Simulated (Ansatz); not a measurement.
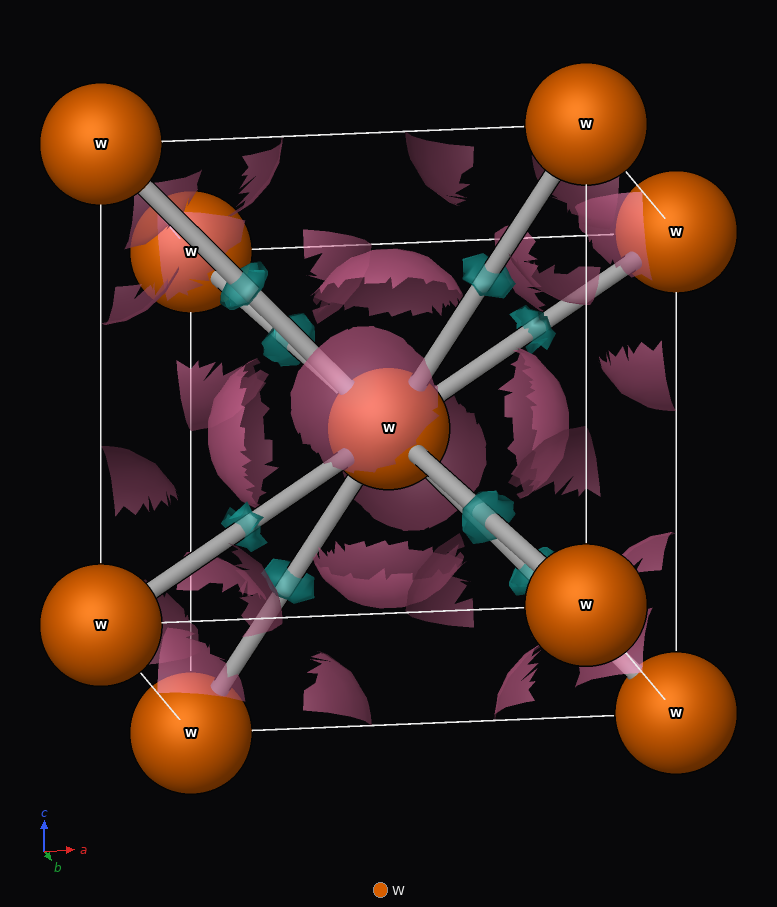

*W. Bonding charge density, ρ(crystal) − Σ ρ(neutral atoms): teal surfaces at +0.05 and pink ones at −0.05 e/Å³, in the conventional cell seen at an oblique angle (the regions close to the nuclei are left out). Cores are masked to 1.0 Å (W).*

Space group Im-3m; the calculation finds a residual pressure of about 5 GPa at this fixed cell.

Method: DFT PBE, scalar-relativistic, plane waves, PAW (Ansatz 0.2.0).

Core electrons are frozen (PAW), so the fields are smoothed inside the atomic spheres.

Input file:

```
crystal:
  lattice:
    - [-1.582345, 1.582345, 1.582345]
    - [1.582345, -1.582345, 1.582345]
    - [1.582345, 1.582345, -1.582345]
  atoms:
    - { symbol: W, position: [0.0, 0.0, 0.0] }
basis:
  ecutwfc: 420
  fft_grid_basis: typed
kpoints:
  mp_grid: { grid: [16, 16, 16] }
hamiltonian:
  xc: pbe
scf:
  occupations: { method: gaussian, width: 0.05 }
output:
  forces: true
  stress: true
  eigenvalues: true
  bader: true
  write_density: true
  volumetric_format: npy
  elf: true
```

Command:

```sh
ansatz run input.yaml --threads 2 --pin off --max-ram 4096MiB --backend cpu --events-out ev --progress --plain --runs-dir out
```

The picture shows the conventional cell (a = 3.16 Å, b = 3.16 Å, c = 3.16 Å, α = 90.00°, β = 90.00°, γ = 90.00°).

> Describe the bonding charge.

W–W (2.74 Å): Δρ is +0.05 e/Å³ at the midpoint.
Over the whole cell, outside the masked cores, the largest gain, 0.05 e/Å³, lies 1.4 Å from a tungsten nucleus, and the largest loss lies at the edge of the masked core of W.
In all about 0.31 e an atom is rearranged against the free atoms.
